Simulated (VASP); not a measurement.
Geometry relaxation, with input and output: ZnS

System: ZnS (F-43m, 2 atoms in the cell).
Method: Kohn-Sham DFT of a periodic cell, LDA, VASP PAW LDA potentials, recommended, no spin polarisation (VASP 6.6.1).

The structure derives from an entry of the Crystallography Open Database.

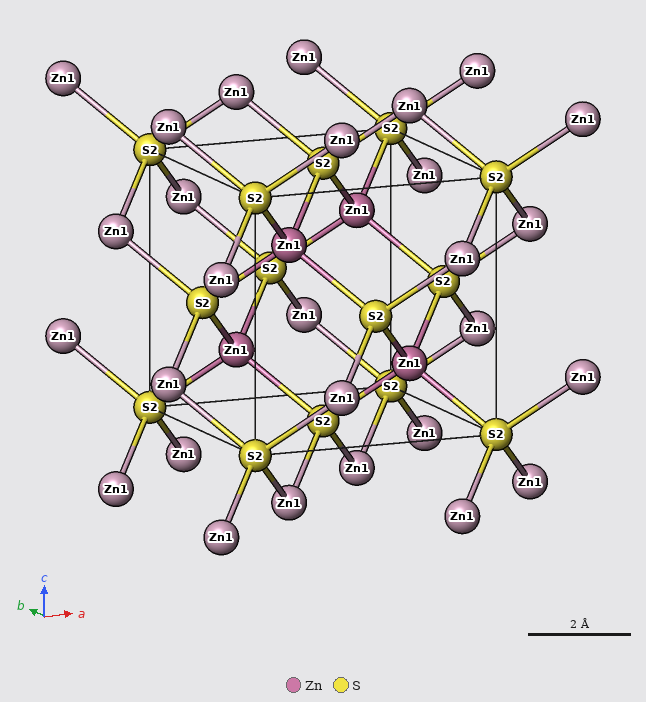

Figure 1. The input geometry (ball-and-stick view of the cell 4 times as large as that of the calculation, set on its symmetry axes, seen at an oblique angle; neighbours outside the cell are drawn fainter; atoms are numbered from 1 in the order of the input).

**INCAR**
```
PREC = Accurate
ENCUT = 600
EDIFF = 1E-7
ISMEAR = 0
SIGMA = 0.03
LREAL = False
LASPH = True
NELM = 80
ALGO = Fast
ISIF = 2
LWAVE = False
LCHARG = False
IBRION = 2
NSW = 40
EDIFFG = -0.01
```

**KPOINTS**
```
Automatic mesh
0
Gamma
  10 10 10
```

**POSCAR**
```
ZnS                                     
1.0
    0.0000000000      2.5969623290      2.5969623290
    2.5969623290      0.0000000000      2.5969623290
    2.5969623290      2.5969623290      0.0000000000
  Zn              S             
     1     1
Direct
     0.2500000000000000    0.2500000000000000    0.2500000000000000
     0.0000000000000000    0.0000000000000000    0.0000000000000000
```

Command:
```bash
cat potpaw_LDA.64/Zn/POTCAR potpaw_LDA.64/S/POTCAR > POTCAR
mpirun -np 1 vasp_std > vasp.out
```

**OSZICAR**
```
N       E                     dE             d eps       ncg     rms          rms(c)
DAV:   1     0.878828649797E+02    0.87883E+02   -0.97820E+03  1222   0.189E+03
DAV:   2    -0.258613072870E+01   -0.90469E+02   -0.85972E+02  1312   0.307E+02
DAV:   3    -0.855036993771E+01   -0.59642E+01   -0.59291E+01  1547   0.759E+01
DAV:   4    -0.862466455916E+01   -0.74295E-01   -0.74262E-01  1387   0.893E+00
DAV:   5    -0.862564756886E+01   -0.98301E-03   -0.98298E-03  1472   0.102E+00    0.861E+00
RMM:   6    -0.821234677063E+01    0.41330E+00   -0.10884E+00  1222   0.121E+01    0.666E+00
RMM:   7    -0.817174609615E+01    0.40601E-01   -0.28553E-01  1222   0.626E+00    0.286E+00
RMM:   8    -0.816957826346E+01    0.21678E-02   -0.72585E-02  1222   0.252E+00    0.116E+00
RMM:   9    -0.816730695820E+01    0.22713E-02   -0.18252E-02  1222   0.184E+00    0.290E-01
RMM:  10    -0.816731698218E+01   -0.10024E-04   -0.50314E-03  1222   0.856E-01    0.105E-01
RMM:  11    -0.816747513887E+01   -0.15816E-03   -0.17347E-03  1338   0.391E-01    0.165E-01
RMM:  12    -0.816747710820E+01   -0.19693E-05   -0.26631E-04  1253   0.150E-01    0.444E-02
RMM:  13    -0.816748023494E+01   -0.31267E-05   -0.35160E-05  1245   0.587E-02    0.446E-02
RMM:  14    -0.816748052285E+01   -0.28791E-06   -0.97074E-06  1272   0.284E-02    0.262E-02
RMM:  15    -0.816747981686E+01    0.70599E-06   -0.36180E-06  1222   0.221E-02    0.771E-03
RMM:  16    -0.816747974643E+01    0.70424E-07   -0.11048E-06  1139   0.980E-03    0.607E-03
RMM:  17    -0.816747977154E+01   -0.25105E-07   -0.17810E-07   849   0.427E-03
   1 F= -.81674798E+01 E0= -.81674798E+01  d E =-.816748E+01
```

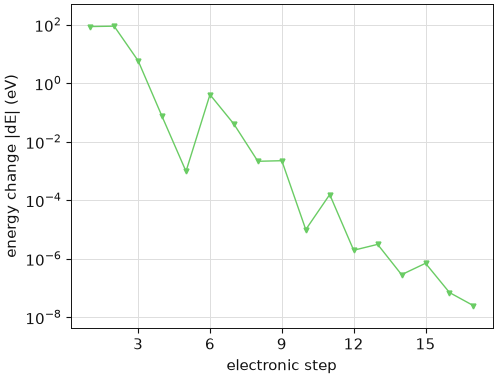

Figure 2. Convergence of the self-consistent field: energy change |dE| against the electronic step. It takes 17 electronic steps. The density is held fixed in the first few steps, and dE rises again when its update begins.

**Parts of OUTCAR**
```
PREC = Accurate
   ENCUT = 600
   EDIFF = 1E-7
   ISMEAR = 0
   LREAL = False
   LASPH = True
   NELM = 80
   ISIF = 2
   IBRION = 2
   NSW = 40
   EDIFFG = -0.01

 ion  position               nearest neighbor table
   1  0.250  0.250  0.250-   2 2.25   2 2.25   2 2.25   2 2.25
   2  0.000  0.000  0.000-   1 2.25   1 2.25   1 2.25   1 2.25

  LATTYP: Found a face centered cubic cell.
 ALAT       =     5.1939246580

  Lattice vectors:

 A1 = (   0.0000000000,   2.5969623290,   2.5969623290)
 A2 = (   2.5969623290,   0.0000000000,   2.5969623290)
 A3 = (   2.5969623290,   2.5969623290,   0.0000000000)

Analysis of symmetry for initial positions (statically):
=====================================================================
 Subroutine PRICEL returns:
 Original cell was already a primitive cell.

 Routine SETGRP: Setting up the symmetry group for a
 face centered cubic supercell.

 Subroutine GETGRP returns: Found 24 space group operations
 (whereof 24 operations were pure point group operations)
 out of a pool of 48 trial point group operations.

The static configuration has the point symmetry T_d .

Analysis of symmetry for dynamics (positions and initial velocities):
=====================================================================
 Subroutine PRICEL returns:
 Original cell was already a primitive cell.

 Routine SETGRP: Setting up the symmetry group for a
 face centered cubic supercell.

 Subroutine GETGRP returns: Found 24 space group operations
 (whereof 24 operations were pure point group operations)
 out of a pool of 48 trial point group operations.

The dynamic configuration has the point symmetry T_d .

 Subroutine INISYM returns: Found 24 space group operations
 (whereof 24 operations are pure point group operations),
 and found     1 'primitive' translations

----------------------------------------------------------------------------------------

                                     Primitive cell

  volume of cell :      35.0289

  direct lattice vectors                    reciprocal lattice vectors
     0.000000000  2.596962329  2.596962329    -0.192532635  0.192532635  0.192532635
     2.596962329  0.000000000  2.596962329     0.192532635 -0.192532635  0.192532635
     2.596962329  2.596962329  0.000000000     0.192532635  0.192532635 -0.192532635

  length of vectors
     3.672659347  3.672659347  3.672659347     0.333476306  0.333476306  0.333476306

  position of ions in fractional coordinates (direct lattice)
     0.250000000  0.250000000  0.250000000
     0.000000000  0.000000000  0.000000000

  ion indices of the primitive-cell ions
   primitive index   ion index
                 1           1
                 2           2

----------------------------------------------------------------------------------------

 KPOINTS: Automatic mesh

Automatic generation of k-mesh.
 Grid dimensions read from file:
 generate k-points for:   10   10   10

 Generating k-lattice:

  Cartesian coordinates                     Fractional coordinates (reciprocal lattice)
    -0.019253263  0.019253263  0.019253263     0.100000000  0.000000000  0.000000000
     0.019253263 -0.019253263  0.019253263     0.000000000  0.100000000  0.000000000
     0.019253263  0.019253263 -0.019253263     0.000000000  0.000000000  0.100000000

  Length of vectors
     0.033347631  0.033347631  0.033347631

  Shift w.r.t. Gamma in fractional coordinates (k-lattice)
     0.000000000  0.000000000  0.000000000

 Subroutine IBZKPT returns following result:
 ===========================================

 Found     47 irreducible k-points:

 Following reciprocal coordinates:
            Coordinates               Weight
  0.000000  0.000000  0.000000      1.000000
  0.100000  0.000000  0.000000      8.000000
  0.200000  0.000000  0.000000      8.000000
  0.300000  0.000000  0.000000      8.000000
  0.400000  0.000000  0.000000      8.000000
  0.500000  0.000000  0.000000      4.000000
  0.100000  0.100000  0.000000      6.000000
  0.200000  0.100000  0.000000     24.000000
  0.300000  0.100000  0.000000     24.000000
  0.400000  0.100000  0.000000     24.000000
  0.500000  0.100000  0.000000     24.000000
 -0.400000  0.100000  0.000000     24.000000
 -0.300000  0.100000  0.000000     24.000000
 -0.200000  0.100000  0.000000     24.000000
 -0.100000  0.100000  0.000000     12.000000
  0.200000  0.200000  0.000000      6.000000
  0.300000  0.200000  0.000000     24.000000
  0.400000  0.200000  0.000000     24.000000
  0.500000  0.200000  0.000000     24.000000
 -0.400000  0.200000  0.000000     24.000000
 -0.300000  0.200000  0.000000     24.000000
 -0.200000  0.200000  0.000000     12.000000
  0.300000  0.300000  0.000000      6.000000
  0.400000  0.300000  0.000000     24.000000
 [... further k-points ...]
   k-points           NKPTS =     47   k-points in BZ     NKDIM =     47   number of bands    NBANDS=     13
   number of dos      NEDOS =    301   number of ions     NIONS =      2
   total plane-waves  NPLWV =  27000
   dimension x,y,z NGX =    30 NGY =   30 NGZ =   30
   dimension x,y,z NGXF=    60 NGYF=   60 NGZF=   60
   ions per type =               1   1
   NGX,Y,Z   is equivalent  to a cutoff of  13.58, 13.58, 13.58 a.u.
   NGXF,Y,Z  is equivalent  to a cutoff of  27.16, 27.16, 27.16 a.u.
 SYSTEM =  unknown system
   PREC   = accura    normal or accurate (medium, high low for compatibility)
   ISTART =      0    job   : 0-new  1-cont  2-samecut
   ICHARG =      2    charge: 1-file 2-atom 10-const
   ISPIN  =      1    spin polarized calculation?
   LNONCOLLINEAR =      F non collinear calculations
   LSORBIT =      F    spin-orbit coupling
   LASPH  =      T    aspherical Exc in radial PAW
   ENCUT  =  600.0 eV  44.10 Ry    6.64 a.u.   7.34  7.34  7.34*2*pi/ulx,y,z
   NELM   =     80;   NELMIN=  2; NELMDL= -5     # of ELM steps
   EDIFF  = 0.1E-06   stopping-criterion for ELM
   LREAL  =      F    real-space projection
   EDIFFG = -.1E-01   stopping-criterion for IOM
   NSW    =     40    number of steps for IOM
   IBRION =      2    ionic relax: 0-MD 1-quasi-New 2-CG
   NFREE  =      1    steps in history (QN), initial steepest desc. (CG)
   ISIF   =      2    stress and relaxation
   ISYM   =      2    0-nonsym 1-usesym 2-fastsym
   POTIM  = 0.5000    time-step for ionic-motion
   TEBEG  =    0.0;   TEEND  =   0.0 temperature during run
   PSTRESS=    0.0 pullay stress
   NELECT =      18.0000    total number of electrons
   NUPDOWN=      -1.0000    fix difference up-down
   EMIN   =  10.00;   EMAX   =-10.00  energy-range for DOS
   EFERMI =   0.00;   METHOD = LEGACY
   ISMEAR =     0;   SIGMA  =   0.03  broadening in eV -4-tet -1-fermi 0-gaus
   EFERMI_NEDOS =   21; number of points for ismear=-14 and -15
   IALGO  =     68    algorithm
   IMIX   =      4    mixing-type and parameters
     AMIX     =   0.40;   BMIX     =  1.00
     AMIX_MAG =   1.60;   BMIX_MAG =  1.00
  volume/ion in A,a.u.               =      17.51       118.19
  Fermi-wavevector in a.u.,A,eV,Ry     =   1.311264  2.477929 23.394025  1.719412
  Thomas-Fermi vector in A             =   2.441737
   LORBIT       =      0    0 simple, 1 ext, 2 COOP (PROOUT), +10 PAW based schemes
   GGA     = CA    functional components
   LHFCALC =     F    Hartree Fock is set to
   AEXX    =    0.0000 exact exchange contribution
   IVDW    =     0    specifies the selected vdW correction
   LEPSILON=     F    determine dielectric tensor
   LRPA    =     F    only Hartree local field effects (RPA)
 conjugate gradient relaxation of ions
 non-spin polarized calculation
 RMM-DIIS sequential band-by-band and
 Gauss-broadening in eV      SIGMA  =   0.03
  energy-cutoff  :      600.00
  volume of cell :       35.03
 maximum number of plane-waves:      1211
 NGX is ok and might be reduce to    30
   NGX = 15   NGY = 15   NGZ = 15

 number of electron      18.0000004 magnetization

 Free energy of the ion-electron system (eV)
  ---------------------------------------------------
  ext. energy  EPLUGINS =         0.00000000
  ---------------------------------------------------
  free energy    TOTEN  =        -8.16747977 eV

  energy without entropy =       -8.16747977  energy(sigma->0) =       -8.16747977

 E-fermi :   3.3212     XC(G=0): -10.5934     alpha+bet : -9.1282

 val. band max:        3.1311434625   @ k =   0.0000   0.0000   0.0000
 cond. band min:       5.5660239504   @ k =   0.0000   0.0000   0.0000
 fundamental gap:      2.4348804879
 Fermi energy:         3.3212046281

 k-point     1 :       0.0000    0.0000    0.0000
  band No.  band energies     occupation
      1     -10.8838      2.00000
      2      -3.9228      2.00000
      3      -3.9228      2.00000
      4      -3.9228      2.00000
      5      -3.2946      2.00000
      6      -3.2946      2.00000
      7       3.1311      2.00000
      8       3.1311      2.00000
      9       3.1311      2.00000
     10       5.5660      0.00000
     11       9.2785      0.00000
     12       9.2785      0.00000
     13       9.2785      0.00000

 k-point     2 :       0.1000    0.0000    0.0000
  band No.  band energies     occupation
      1     -10.7899      2.00000
      2      -3.9298      2.00000
      3      -3.9055      2.00000
      4      -3.9055      2.00000
      5      -3.2965      2.00000
      6      -3.2965      2.00000
      7       2.2547      2.00000
      8       3.0081      2.00000
      9       3.0081      2.00000
     10       6.1835      0.00000
     11       9.2407      0.00000
     12       9.4805      0.00000
     13       9.4805      0.00000

 k-point     3 :       0.2000    0.0000    0.0000
  band No.  band energies     occupation
      1     -10.5286      2.00000
      2      -3.9295      2.00000
      3      -3.8630      2.00000
      4      -3.8630      2.00000
      5      -3.2971      2.00000
      6      -3.2971      2.00000
      7       0.7150      2.00000
      8       2.7144      2.00000
      9       2.7144      2.00000
     10       6.7311      0.00000
     11       9.6797      0.00000
     12       9.8716      0.00000
     13       9.8716      0.00000

 k-point     4 :       0.3000    0.0000    0.0000
  band No.  band energies     occupation
      1     -10.1671      2.00000
      2      -3.8594      2.00000
      3      -3.8181      2.00000
      4      -3.8181      2.00000
      5      -3.2861      2.00000
      6      -3.2861      2.00000
      7      -0.8192      2.00000
      8       2.3924      2.00000
      9       2.3924      2.00000
     10       6.6929      0.00000
     11      10.0167      0.00000
     12      10.0167      0.00000
     13      10.8110      0.00000

 k-point     5 :       0.4000    0.0000    0.0000
  band No.  band energies     occupation
      1      -9.8334      2.00000
      2      -3.7903      2.00000
      3      -3.7903      2.00000
      4      -3.6177      2.00000
      5      -3.2652      2.00000
      6      -3.2652      2.00000
      7      -2.1190      2.00000
      8       2.1544      2.00000
      9       2.1544      2.00000
     10       6.5373      0.00000
     11       9.9081      0.00000
     12       9.9081      0.00000
     13      11.8354      0.00000

 [... the levels of 18 k-points are left out ...]

 k-point    24 :       0.4000    0.3000    0.0000
  band No.  band energies     occupation
      1      -9.6619      2.00000
      2      -4.0233      2.00000
      3      -3.6157      2.00000
      4      -3.6098      2.00000
      5      -3.2797      2.00000
      6      -3.2173      2.00000
      7      -1.0326      2.00000
      8       0.7005      2.00000
      9       0.9556      2.00000
     10       6.7910      0.00000
     11       7.7761      0.00000
     12      12.1511      0.00000
     13      13.0783      0.00000

 [... further k-points ...]

------------------------ aborting loop because EDIFF is reached ----------------------------------------

  FORCE on cell =-STRESS in cart. coord.  units (eV):
  Direction    XX          YY          ZZ          XY          YZ          ZX
  --------------------------------------------------------------------------------------
  -------------------------------------------------------------------------------------
  Total        1.3616478      1.3616478      1.3616478      0.0000000     -0.0000000      0.0000000
  in kB       62.2799731     62.2799731     62.2799731      0.0000000     -0.0000000      0.0000000
  external PRESSURE =      62.2799731 kB  Pullay stress =       0.0000000 kB

 VOLUME and BASIS-vectors are now :
 -----------------------------------------------------------------------------
  energy-cutoff  :      600.00
  volume of cell :       35.03
      direct lattice vectors                 reciprocal lattice vectors
     0.000000000  2.596962329  2.596962329    -0.192532635  0.192532635  0.192532635
     2.596962329  0.000000000  2.596962329     0.192532635 -0.192532635  0.192532635
     2.596962329  2.596962329  0.000000000     0.192532635  0.192532635 -0.192532635

 POSITION                                       TOTAL-FORCE (eV/Angst)
 -----------------------------------------------------------------------------------
      1.29848      1.29848      1.29848        -0.000000     -0.000000      0.000000
      0.00000      0.00000      0.00000         0.000000      0.000000     -0.000000
 -----------------------------------------------------------------------------------
    total drift:                                0.000001      0.000001      0.000001

  FREE ENERGIE OF THE ION-ELECTRON SYSTEM (eV)
  ---------------------------------------------------
  free  energy   TOTEN  =        -8.1674797715 eV

  energy  without entropy=       -8.1674797715  energy(sigma->0) =       -8.16747977

 reached required accuracy - stopping structural energy minimisation
```

**CONTCAR**
```
ZnS
   1.00000000000000
     0.0000000000000000    2.5969623290000001    2.5969623290000001
     2.5969623290000001    0.0000000000000000    2.5969623290000001
     2.5969623290000001    2.5969623290000001    0.0000000000000000
  Zn              S
     1     1
Direct
     0.2500000000000000    0.2500000000000000    0.2500000000000000
     0.0000000000000000    0.0000000000000000    0.0000000000000000

  0.00000000E+00  0.00000000E+00  0.00000000E+00
  0.00000000E+00  0.00000000E+00  0.00000000E+00
```

**Key numbers**

| quantity | value |
| --- | --- |
| outcome | converged |
| space group (tolerance 0.01 Å) | F-43m (216) |
| electrons treated | 18 |
| free energy | −8.1675 eV |
| Fermi energy | 3.321 eV |
| gap on the k-point mesh | 2.43 eV |
| pressure | 6.23 GPa |
| final volume | 35.03 Å³ |
| largest force (length of the vector) | under 0.001 eV/Å |
| hardware | 1 thread of Intel Xeon (Granite Rapids), 96 GiB of memory available, shared host |
| wall time | 20 s |
| peak memory | 0.16 GiB |

**Remarks**

The cell is under a pressure of 6.2 GPa at this level, so it is not at its equilibrium volume.
